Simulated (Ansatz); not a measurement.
Single-point calculation of TaN (part 2 of 2)

TaN (P6₃mc, 4 atoms in the cell); DFT PBEsol+U, scalar-relativistic, plane waves, PAW, Ueff = 6 eV on Ta atom 1 d; Ueff = 6 eV on Ta atom 2 d, spin-polarised (Ansatz 0.2.0); cutoff 420 eV, 7×7×4 k-mesh, Gaussian smearing of 0.05 eV, collinear spins. The structure derives from an entry of the Crystallography Open Database. It belongs to a series of runs on one base structure; here: ferromagnetic start, free, natural orbitals of the symmetric run filled by rank.

Geometry of the input (Å; fractional positions):
```
3.0500  0.0000  0.0000
-1.5250  2.6414  0.0000
0.0000  0.0000  4.9400
Ta 0.3333  0.6667  0.0000
Ta 0.6667  0.3333  0.5000
N  0.3333  0.6667  0.3850
N  0.6667  0.3333  0.8850
```

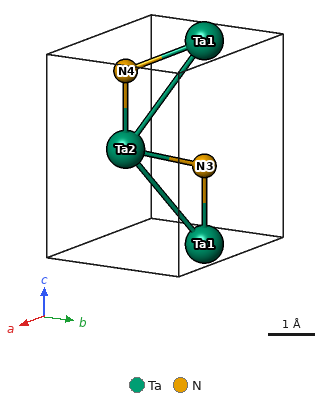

Figure 1. The structure (ball-and-stick view of the cell of the calculation, seen at an oblique angle; atoms are numbered from 1 in the order of the input).

## Output, continued
```
SCF iter   1: F=—  HF=-20349.247496 eV  |F-HF|=—  |Δ(HF+E_count)|=         —  Δρ=1.06e-1 (↑1.00e-1 ↓1.06e-1)  dr2=9.30e0  dr2_m=1.71e0  M=1.832 μB ∫|m|=2.065 μB  β_m=0.30  ethr=3.10e-3  ⟨swp⟩=5.9  Hψ=5334  notcnv=0
preconditioner: auto → Kerker (q_TF=auto, 2.683 Å⁻¹)  [metal: Δε(μ)=0.033 eV  Ē_g=13.342 eV  σ=0.050 eV  W_gap=0.33  n_scr=10 (ndim 8)  ℏωp=26.3 eV  f_vac=0.000  D(μ)=3.57/eV (n_scr^D=36)]
spin=Collinear: Kerker preconditioning applied to the charge; magnetization (m = ρ↑ − ρ↓) channel mixes plain (no charge-response kernel on spin).
SCF iter   2: F=—  HF=-20347.699847 eV  |F-HF|=—  |Δ(HF+E_count)|=    1.55e0  Δρ=6.89e-2 (↑6.11e-2 ↓6.89e-2)  dr2=2.95e0  dr2_m=8.60e-1  M=1.761 μB ∫|m|=2.043 μB  β_m=0.30  ethr=3.10e-3  ⟨swp⟩=2.0  Hψ=2239  notcnv=0  defer=65
SCF iter   3: F=—  HF=-20347.089040 eV  |F-HF|=—  |Δ(HF+E_count)|=   6.11e-1  Δρ=4.12e-2 (↑3.47e-2 ↓4.12e-2)  dr2=2.27e-1  dr2_m=4.27e-1  M=1.725 μB ∫|m|=2.032 μB  β_m=0.30  ethr=3.10e-3  ⟨swp⟩=2.7  Hψ=1938  notcnv=0  defer=64
SCF iter   4: F=—  HF=-20347.112880 eV  |F-HF|=—  |Δ(HF+E_count)|=   2.38e-2  Δρ=2.61e-2 (↑2.57e-2 ↓2.61e-2)  dr2=8.93e-3  dr2_m=2.42e-1  M=1.585 μB ∫|m|=1.917 μB  β_m=0.30  ethr=6.30e-4  ⟨swp⟩=2.9  Hψ=2278  notcnv=0  defer=70
SCF iter   5: F=—  HF=-20347.152857 eV  |F-HF|=—  |Δ(HF+E_count)|=   4.00e-2  Δρ=1.91e-2 (↑1.91e-2 ↓1.85e-2)  dr2=2.21e-3  dr2_m=1.28e-1  M=1.539 μB ∫|m|=1.881 μB  β_m=0.30  ethr=2.48e-5  ⟨swp⟩=2.5  Hψ=1639  notcnv=0  defer=70
SCF iter   6: F=—  HF=-20347.176279 eV  |F-HF|=—  |Δ(HF+E_count)|=   2.34e-2  Δρ=1.35e-2 (↑1.34e-2 ↓1.35e-2)  dr2=1.22e-4  dr2_m=6.59e-2  M=1.518 μB ∫|m|=1.864 μB  β_m=0.30  ethr=6.14e-6  ⟨swp⟩=2.4  Hψ=1888  notcnv=0  defer=70
SCF iter   7: F=—  HF=-20347.188162 eV  |F-HF|=—  |Δ(HF+E_count)|=   1.19e-2  Δρ=9.68e-3 (↑9.68e-3 ↓9.64e-3)  dr2=4.75e-5  dr2_m=3.40e-2  M=1.505 μB ∫|m|=1.853 μB  β_m=0.30  ethr=3.38e-7  ⟨swp⟩=2.4  Hψ=1974  notcnv=0  defer=70
Mixer restart at iter 7: flushing history
spin-set hold released at iteration 7 (site moments contracting): the magnetisation degrees of freedom join the quasi-Newton model from the next iteration; the mixer history was flushed
SCF iter   8: F=—  HF=-20347.194374 eV  |F-HF|=—  |Δ(HF+E_count)|=   6.21e-3  Δρ=6.96e-3 (↑6.96e-3 ↓6.90e-3)  dr2=3.62e-5  dr2_m=1.75e-2  M=1.498 μB ∫|m|=1.847 μB  β_m=0.65  ethr=1.32e-7  ⟨swp⟩=2.6  Hψ=2002  notcnv=0  defer=70
SCF iter   9: F=—  HF=-20347.201267 eV  |F-HF|=—  |Δ(HF+E_count)|=   6.89e-3  Δρ=1.91e-4 (↑1.91e-4 ↓1.71e-4)  dr2=4.51e-6  dr2_m=1.07e-5  M=1.482 μB ∫|m|=1.831 μB  β_m=0.82  ethr=1.01e-7  ⟨swp⟩=3.5  Hψ=2536  notcnv=0  defer=70
SCF iter  10: F=—  HF=-20347.201287 eV  |F-HF|=—  |Δ(HF+E_count)|=   1.95e-5  Δρ=7.46e-5 (↑7.46e-5 ↓7.29e-5)  dr2=9.23e-7  dr2_m=1.75e-6  M=1.483 μB ∫|m|=1.831 μB  β_m=0.91  ethr=1.25e-8  ⟨swp⟩=2.1  Hψ=1861  notcnv=0  defer=70
SCF iter  11: F=—  HF=-20347.201291 eV  |F-HF|=—  |Δ(HF+E_count)|=   4.04e-6  Δρ=1.03e-5 (↑9.60e-6 ↓1.03e-5)  dr2=7.63e-8  dr2_m=2.23e-8  M=1.484 μB ∫|m|=1.831 μB  β_m=0.91  ethr=2.78e-10  ⟨swp⟩=12.8  Hψ=9150  notcnv=0
Mixer restart at iter 11: flushing history
SCF iter  12: F=—  HF=-20347.208223 eV  |F-HF|=—  |Δ(HF+E_count)|=         —  Δρ=3.95e-5 (↑2.21e-5 ↓3.95e-5)  dr2=4.14e-7  dr2_m=2.80e-7  M=1.483 μB ∫|m|=1.830 μB  β_m=0.91  ethr=2.12e-10  ⟨swp⟩=3.1  Hψ=2265  notcnv=0
SCF iter  13: F=—  HF=-20353.540001 eV  |F-HF|=—  |Δ(HF+E_count)|=    6.33e0  Δρ=2.28e-2 (↑2.09e-2 ↓2.28e-2)  dr2=3.43e-1  dr2_m=8.65e-2  M=0.679 μB ∫|m|=1.001 μB  β_m=0.08  ethr=2.12e-10  ⟨swp⟩=8.1  Hψ=6470  notcnv=0  defer=10
SCF iter  14: F=—  HF=-20353.641773 eV  |F-HF|=—  |Δ(HF+E_count)|=   1.02e-1  Δρ=2.06e-2 (↑1.90e-2 ↓2.06e-2)  dr2=2.55e-1  dr2_m=7.75e-2  M=0.639 μB ∫|m|=0.948 μB  β_m=0.07  ethr=2.12e-10  ⟨swp⟩=5.7  Hψ=4579  notcnv=0  defer=66
SCF iter  15: F=—  HF=-20353.680750 eV  |F-HF|=—  |Δ(HF+E_count)|=   3.90e-2  Δρ=1.68e-2 (↑1.56e-2 ↓1.68e-2)  dr2=1.45e-1  dr2_m=5.81e-2  M=0.585 μB ∫|m|=0.879 μB  β_m=0.23  ethr=2.12e-10  ⟨swp⟩=6.3  Hψ=4703  notcnv=0  defer=66
SCF iter  16: F=—  HF=-20353.949928 eV  |F-HF|=—  |Δ(HF+E_count)|=   2.69e-1  Δρ=1.04e-2 (↑1.04e-2 ↓8.18e-3)  dr2=1.65e-2  dr2_m=2.51e-2  M=0.515 μB ∫|m|=0.728 μB  β_m=0.62  ethr=2.12e-10  ⟨swp⟩=6.9  Hψ=5148  notcnv=0  defer=66
SCF iter  17: F=—  HF=-20354.346882 eV  |F-HF|=—  |Δ(HF+E_count)|=   3.97e-1  Δρ=5.11e-3 (↑5.11e-3 ↓2.86e-3)  dr2=5.53e-3  dr2_m=4.81e-3  M=0.173 μB ∫|m|=0.272 μB  β_m=0.73  ethr=2.12e-10  ⟨swp⟩=7.1  Hψ=5713  notcnv=0  defer=76
SCF iter  18: F=—  HF=-20354.353156 eV  |F-HF|=—  |Δ(HF+E_count)|=   6.27e-3  Δρ=1.87e-3 (↑1.87e-3 ↓1.62e-3)  dr2=4.84e-4  dr2_m=9.98e-4  M=0.165 μB ∫|m|=0.209 μB  β_m=0.86  ethr=2.12e-10  ⟨swp⟩=5.8  Hψ=4722  notcnv=0  defer=75
SCF iter  19: F=—  HF=-20354.353811 eV  |F-HF|=—  |Δ(HF+E_count)|=   6.55e-4  Δρ=3.01e-4 (↑2.62e-4 ↓3.01e-4)  dr2=4.08e-5  dr2_m=1.98e-5  M=0.170 μB ∫|m|=0.207 μB  β_m=0.85  ethr=2.12e-10  ⟨swp⟩=4.7  Hψ=3392  notcnv=0  defer=75
SCF iter  20: F=—  HF=-20354.353879 eV  |F-HF|=—  |Δ(HF+E_count)|=   6.83e-5  Δρ=8.11e-5 (↑8.11e-5 ↓7.67e-5)  dr2=4.27e-6  dr2_m=9.03e-7  M=0.169 μB ∫|m|=0.201 μB  β_m=0.93  ethr=2.12e-10  ⟨swp⟩=4.1  Hψ=3131  notcnv=0  defer=75
SCF iter  21: F=—  HF=-20354.353884 eV  |F-HF|=—  |Δ(HF+E_count)|=   4.32e-6  Δρ=2.77e-5 (↑2.77e-5 ↓1.88e-5)  dr2=2.37e-7  dr2_m=1.33e-7  M=0.169 μB ∫|m|=0.200 μB  β_m=0.96  ethr=2.12e-10  ⟨swp⟩=3.1  Hψ=2352  notcnv=0  defer=75
iter 22 did not close the SCF: its close was put off for a magnetic moment that had not settled (scf_convergence_deferred on its scf_iter line)
SCF iter  22: F=-20354.353885 eV  HF=-20354.353884 eV  |F-HF|=2.58e-8  |Δ(HF+E_count)|=   7.90e-7  Δρ=1.15e-5 (↑1.15e-5 ↓9.98e-6)  dr2=4.59e-8  dr2_m=3.22e-8  M=0.168 μB ∫|m|=0.200 μB  β_m=0.98  ethr=2.12e-10  ⟨swp⟩=14.3  Hψ=7916  notcnv=0
iter 23 did not close the SCF: its close was put off for a magnetic moment that had not settled (scf_convergence_deferred on its scf_iter line)
SCF iter  23: F=-20354.353885 eV  HF=-20354.353885 eV  |F-HF|=4.52e-9  |Δ(HF+E_count)|=   7.04e-8  Δρ=3.29e-6 (↑3.29e-6 ↓1.39e-6)  dr2=2.99e-9  dr2_m=1.57e-9  M=0.168 μB ∫|m|=0.200 μB  β_m=0.99  ethr=1.27e-10  ⟨swp⟩=5.8  Hψ=6502  notcnv=0
iter 24 did not close the SCF: its close was put off for a magnetic moment that had not settled (scf_convergence_deferred on its scf_iter line)
SCF iter  24: F=-20354.353885 eV  HF=-20354.353885 eV  |F-HF|=4.18e-10  |Δ(HF+E_count)|=   1.14e-8  Δρ=7.79e-7 (↑7.79e-7 ↓6.98e-7)  dr2=1.69e-10  dr2_m=1.51e-10  M=0.168 μB ∫|m|=0.199 μB  β_m=1.00  ethr=8.30e-12  ⟨swp⟩=5.1  Hψ=6156  notcnv=0
SCF iter  25: F=-20354.353885 eV  HF=-20354.353885 eV  |F-HF|=2.91e-11  |Δ(HF+E_count)|=   1.01e-9  Δρ=1.73e-7 (↑1.73e-7 ↓1.32e-7)  dr2=2.79e-11  dr2_m=1.60e-12  M=0.168 μB ∫|m|=0.199 μB  ethr=1.00e-12  ⟨swp⟩=4.7  Hψ=5484  notcnv=0
WARN: hamiltonian.hubbard: on 2 of 4 specified blocks the occupation matrix of this SCF's result fails the test of the specified filling. At site 0 ↑ (sites count from 0 in the list of atoms of the cell that this SCF solves) the least filled combination of the orbitals specified full has occupation 0.461, and the fullest combination of the orbitals specified empty has occupation 0.431; the filling counts as kept where the first is at least 0.75 and exceeds the second by more than 0.25. The same holds at site 1 ↑. The state of this SCF's result may not hold the specified filling, though these bounds can also misjudge a state that does. This warning does not say which state is lower in energy, or whether the specified filling is a self-consistent state at all; see hamiltonian.hubbard.sites[].starting_ns, Limitations, and scf.initial_density.shell_occupations in the input reference
SCF 1 converged in 25 iterations: F = -20354.353885 eV  dr2 = 2.79e-11
  greatest PAW one-centre occupation: 1.000 electrons in one spin orbital (limit 2), on the Ta atom at site 1 (counted from 0), in its partial waves of l = 0
SCF converged after 25 iterations
Magnetization: 0.1682 μB (18.0841 up, 17.9159 down)
Absolute magnetization: 0.1995 μB (∫|ρ↑−ρ↓|, with the PAW one-centre terms)
Spin contamination: 0.0026 ħ² per cell (⟨S²⟩ above its minimum at these occupations)
Per-site moments (μB) at R_I (Å): [(0.027354915404443115, 0.7632448712597455), (0.02735491540444318, 0.7632448712597455), (-0.007063297637190863, 0.7632448712597455), (-0.007063297637190872, 0.7632448712597455)]
Free energy (F): -20354.353885 eV
Harris-Foulkes:  -20354.353885 eV  (|F-HF|=2.91e-11)
Internal energy: -20354.352120 eV  (E = F + TS)
E sigma→0 (E₀):  -20354.353002 eV
Entropy (-TS):   -0.001764 eV (-0.441 meV/atom)
Fermi energy:    23.056247 eV
--- Per-component energies (eV) ---
  E_band       = -48.554751
  E_kinetic    = 1043.059352
  E_local      = -1348.383903  (includes V_loc(G=0)·N_el)
  E_nonlocal   = 139.141426
  E_hartree    = 484.674083
  E_xc         = -565.488656
  E_vxc        = -575.708537  (∫ρ·V_xc dr)
  E_hubbard    = 14.123233  (on-site DFT+U / exact-exchange correction)
  E_vhub       = 4.354324  (the Hubbard potential's part of the band-sum identity)
  E_paw        = -16799.648824  (= ΣΔE_a)
  E_vpaw       = -280.366174  (= ΣTr[D̂ρ^β])
  E_aug_tail   = 0.000587  (compensation charges beyond the density's cutoff)
  E_ewald      = -3322.312910
  E_core_change = 0.483491  (= ΣΔE_core)
  E_smearing   = -0.001764  (= −TS)
  E_closure    = 0.000000  (closes the sum)
  Σ components = -20354.353885   (vs F -20354.353885, Δ=0.00e0)
--- Specified on-site occupations, and those of the state reported ---
  electrons in the specified blocks: 4.2000 specified, 7.9640 found
  site 1 (l=d) ↑: largest change of an orbital's occupation 0.5090; electrons 2.0000 specified, 2.0361 found; spectral distance 0.9455
  site 0 (l=d) ↑: largest change of an orbital's occupation 0.5090; electrons 2.0000 specified, 2.0361 found; spectral distance 0.9455
  site 0 (l=d) ↓: largest change of an orbital's occupation 0.4374; electrons 0.1000 specified, 1.9459 found; spectral distance 0.8416
  site 1 (l=d) ↓: largest change of an orbital's occupation 0.4374; electrons 0.1000 specified, 1.9459 found; spectral distance 0.8416
--- Forces (eV/Å), atoms counted from 1 ---
  atom   1  Ta    -0.00000000     0.00000000     2.24712133
  atom   2  Ta    -0.00000000    -0.00000000     2.24712133
  atom   3  N      0.00000000     0.00000000    -2.24712212
  atom   4  N     -0.00000000    -0.00000000    -2.24712212
  max |Σ_I F_I| component: 1.58e-6 eV/Å
--- Stress (GPa, compression-positive) ---
      138.378155       0.000000       0.000000
        0.000000     138.378155       0.000000
        0.000000       0.000000     121.307974
  P = ⅓ Tr σ = 132.6881 GPa (1326.881 kbar)
--- Band table (eV; the first three rows and the last of 48) ---
  k-point 0 ↑: bands = ["-45.9112", "-45.8033", "-13.6947", "-12.5702", "-12.5702", "-12.3796", "-12.3796", "-12.3496", "3.4718", "5.2164", "13.9133", "13.9133", "14.3096", "14.9285", "14.9285", "15.0825", "22.2389", "22.4955", "22.4955", "24.8670", "25.7972", "25.7972", "27.2211", "28.1434"]
  k-point 1 ↑: bands = ["-45.8968", "-45.8195", "-13.5159", "-12.5675", "-12.5426", "-12.5426", "-12.4078", "-12.4078", "3.8472", "5.1025", "13.9130", "14.0174", "14.0174", "14.3809", "14.7283", "14.7283", "23.0509", "23.0602", "23.0602", "25.3125", "25.7119", "25.7119", "27.9579", "28.4377"]
  k-point 2 ↑: bands = ["-45.8590", "-45.8590", "-13.0611", "-13.0611", "-12.4754", "-12.4754", "-12.4754", "-12.4754", "4.6102", "4.6102", "13.6534", "13.6534", "14.3264", "14.3264", "14.3264", "14.3264", "24.4892", "24.4892", "24.4892", "24.4892", "24.4956", "24.4956", "29.3868", "29.3868"]
  k-point 23 ↓: bands = ["-45.7586", "-45.7586", "-13.5499", "-13.5499", "-12.9670", "-12.9670", "-12.5825", "-12.5825", "6.1768", "6.1768", "13.9713", "13.9713", "15.4277", "15.4277", "16.4695", "16.4695", "21.3036", "21.3036", "24.8733", "24.8733", "26.1723", "26.1723", "27.5584", "27.5584"]
Occupation matrices written to [file]
--- Löwdin populations: 4 sites ---
  site symbol       q [e]    m [muB]
     0     Ta     12.3281     0.0945
     1     Ta     12.3281     0.0945
     2      N      5.5549    -0.0116
     3      N      5.5549    -0.0116
  spilling = 0.006504 (of n_electrons = 36.000000)
--- Occupation matrices: 2 shells (run DFT+U table (all-electron-ortho-atomic); ε = 1.97e-4) ---
  Ta0 d_5D: site group C3v (3m)
  Ta0 d_5D up     Tr n = 2.0361  λ = 0.342 0.342 0.431 0.461 0.461  [2× xz 0.36 (E 1.00) E(1.00) | z2 1.00 (T2 1.00) A1(1.00) | 2× x2-y2 0.36 (T2 1.00) E(1.00)]
  Ta0 d_5D dn     Tr n = 1.9459  λ = 0.301 0.301 0.430 0.457 0.457  [2× xz 0.35 (E 1.00) E(1.00) | z2 1.00 (T2 1.00) A1(1.00) | 2× x2-y2 0.35 (T2 1.00) E(1.00)]
  specified occupation → Ta0 d_5D up: matrix, ‖Δ‖_F = 0.9455, Tr Δ = -0.0361, displaced = 1.0361, d_λ = 0.9455; orbital distance = 0.0015
  specified occupation → Ta0 d_5D dn: matrix, ‖Δ‖_F = 0.8416, Tr Δ = -1.8459, displaced = 0.9230, d_λ = 0.8416; orbital distance = 0.0000
  Ta1 d_5D: site group C3v (3m)
  Ta1 d_5D up     Tr n = 2.0361  λ = 0.342 0.342 0.431 0.461 0.461  [2× xz 0.36 (E 1.00) E(1.00) | z2 1.00 (T2 1.00) A1(1.00) | 2× x2-y2 0.36 (T2 1.00) E(1.00)]
  Ta1 d_5D dn     Tr n = 1.9459  λ = 0.301 0.301 0.430 0.457 0.457  [2× xz 0.35 (E 1.00) E(1.00) | z2 1.00 (T2 1.00) A1(1.00) | 2× x2-y2 0.35 (T2 1.00) E(1.00)]
  specified occupation → Ta1 d_5D up: matrix, ‖Δ‖_F = 0.9455, Tr Δ = -0.0361, displaced = 1.0361, d_λ = 0.9455; orbital distance = 0.0015
  specified occupation → Ta1 d_5D dn: matrix, ‖Δ‖_F = 0.8416, Tr Δ = -1.8459, displaced = 0.9230, d_λ = 0.8416; orbital distance = 0.0000
  Tr n, λ and their labels are of the run-group-symmetrised matrices; stabiliser: 12 of 24 elements of G0×{1,Θ} (closed), max defect 7.4e-16 at τ = 4.2e-5
```

## Summary

| quantity | value |
| --- | --- |
| outcome | converged |
| space group (tolerance 0.01 Å) | P6₃mc (186) |
| electrons treated | 36 |
| free energy | −20354.3539 eV |
| Fermi energy | 23.056 eV |
| gap on the k-point mesh | none (metallic) |
| net moment of the cell | 0.17 μB |
| integrated absolute moment | 0.20 μB |
| pressure | 132.69 GPa |
| largest force (length of the vector) | 2.247 eV/Å |
| hardware | 2 threads of Arm Neoverse N1, 16 GiB of memory available, shared host |
| wall time | 21 s (CPU time 39 s) |
| peak memory | 0.36 GiB |

## Remarks

The program warns: the typed occupations were not kept. Spin–orbit coupling is left out, which matters for Ta. The cell is under a pressure of 133 GPa at this level, so it is not at its equilibrium volume.
